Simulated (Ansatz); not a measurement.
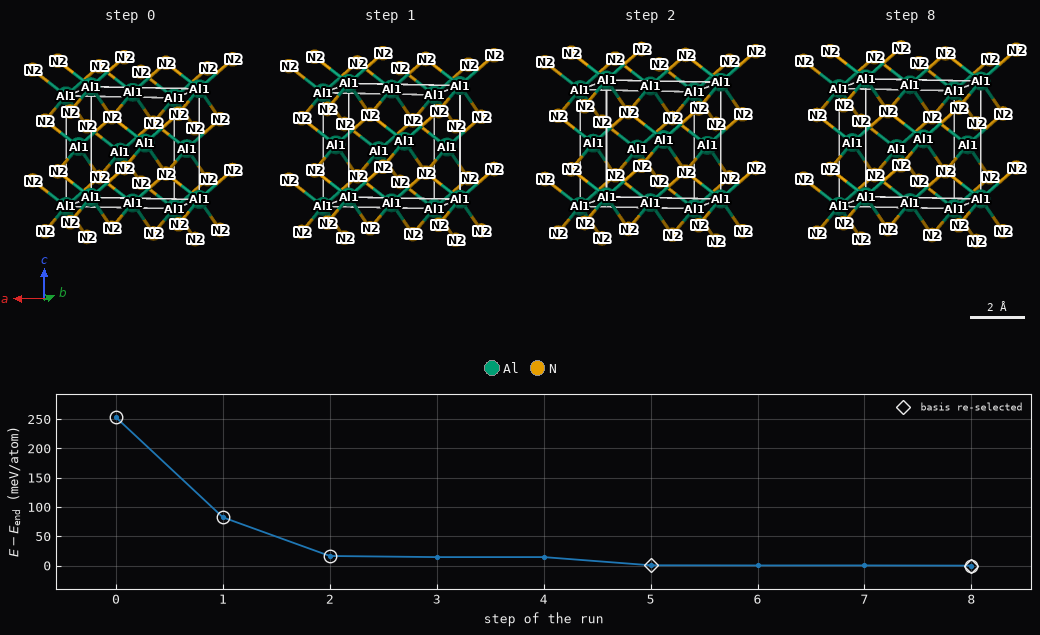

Frames of a relaxation of a crystal of AlN (built on the zincblende type), marked on the history of the run. A ball-and-stick model of the conventional cell (4 times the calculation's cell), seen from a free direction. Lengths and directions refer to the drawn axes.

Method: DFT, PBE, plane waves, PAW in Ansatz.

Input
```yaml
crystal:
  lattice:
    - [0.0, 2.0684150744, 2.0684150744]
    - [2.0684150744, 0.0, 2.0684150744]
    - [2.0684150744, 2.0684150744, 0.0]
  atoms:
    - { symbol: Al, position: [0.0, 0.0, 0.0] }
    - { symbol: "N", position: [0.25, 0.25, 0.25] }
kpoints:
  mp_grid: { grid: [10, 10, 10] }
hamiltonian:
  xc: pbe
scf:
  occupations: { method: fermi_dirac, width: 0.02 }
relax:
  f_tol: 0.005
  cell: {}
```

Launched with:
```bash
ansatz run input.yaml --threads 8 --pin off --max-ram 12902MiB --backend cpu --events-out ev --progress --plain --runs-dir out
```

**Describe the path.**

Over 6 accepted moves (8 points after the start) the energy falls by 253 meV per atom. All forces vanish by symmetry, so only the cell relaxes. The pressure goes from 51.76 to 0.02 GPa. At 2 points the geometry stayed and the basis and grid were re-selected for the new cell (energy shift of 14.0 meV per atom at most each time). No atom moves by more than 0.005 Å relative to the cell. The volume changes by +20.6 %, with a = b = c 4.137 → 4.403 Å (+6.4 %). Some distances before and after: Al1–N2 1.791 → 1.907 Å. The space group stays F-43m (No. 216). Cost: 1.4 s on 8 threads of Intel(R) Xeon(R) 6975P-C (Granite Rapids) (shared host), peak memory 0.34 GiB. From step 0 to 1: volume +8.4 %, energy −171 meV per atom. From step 1 to 2: volume +8.3 %, energy −66.0 meV per atom. From step 2 to 8: volume +2.8 %, energy −16.4 meV per atom.
